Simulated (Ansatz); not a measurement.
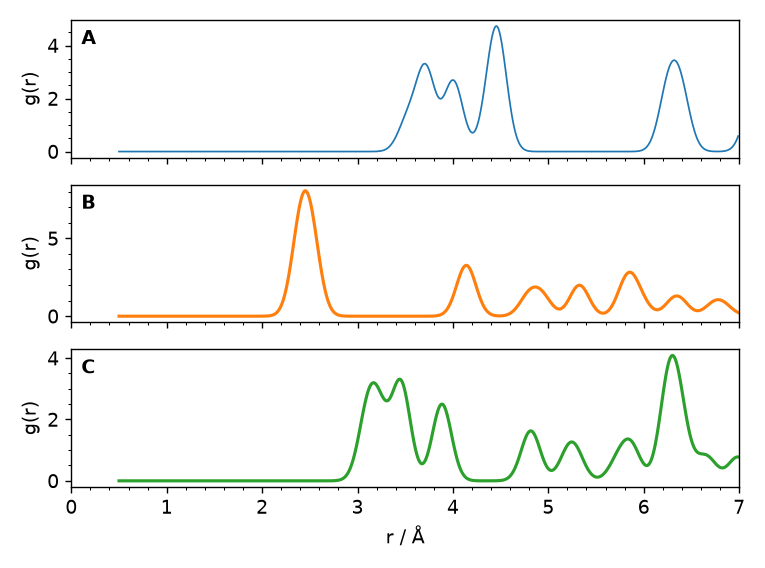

Calculated partial radial distribution functions of La2O3, each distance broadened by a Gaussian of σ = 0.10 Å. It is based on the end point of a relaxation with DFT, PBE, plane waves, PAW (Ansatz); the starting structure was generated, so it need not be a known form of this composition.

```xyz
30
Lattice="6.2566 0.0000 0.0000 -3.1283 5.4184 0.0000 0.0000 0.0000 15.8062" Properties=species:S:1:pos:R:3 pbc="T T T"
La    0.0000    0.0000    5.7166
La    3.1283    1.8061    3.0823
La    0.0000    3.6122    4.8208
La    3.1283    1.8061    7.4552
O     4.4622    0.0000    3.9515
O     0.8972    1.5540    3.9515
O     1.7944    3.6122    6.5859
O    -0.8972    5.1662    6.5859
O    -0.8972    2.0583    6.5859
O    -2.2311    3.8644    3.9515
La    3.1283    1.8061   10.9854
La    0.0000    3.6122    8.3510
La    0.0000    0.0000   10.0895
La    0.0000    3.6122   12.7239
O     1.3339    1.8061    9.2203
O     4.0255    3.3601    9.2203
O     1.7944    0.0000   11.8546
O    -0.8972    1.5540   11.8546
O     2.2311    3.8644   11.8546
O     4.0255    0.2522    9.2203
La    0.0000    3.6122    0.4479
La    0.0000    0.0000   13.6197
La    3.1283    1.8061   15.3583
La    0.0000    0.0000    2.1864
O    -1.7944    3.6122   14.4890
O     0.8972    5.1662   14.4890
O     4.9226    1.8061    1.3172
O     2.2311    3.3601    1.3172
O     2.2311    0.2522    1.3172
O     0.8972    2.0583   14.4890
```

Q: The panels are unlabelled. Name the pair for each.

A: panel A is La–La (first distance 3.53 Å); panel B is La–O (first distance 2.41 Å); panel C is O–O (first distance 3.11 Å).

Q: Tabulate the first and second shells, merging distances less than 0.12 Å apart and averaging over sites.

A:
| pair | first shell (Å) | neighbours in it | second shell (Å) | neighbours in the second |
| --- | --- | --- | --- | --- |
| La–La | 3.53 | 1 La per La | 3.72 | 3 |
| La–O | 2.41–2.52 | 6 O per La | 4.13–4.16 | 6 |
| O–O | 3.11–3.23 | 4 O per O | 3.46 | 4 |
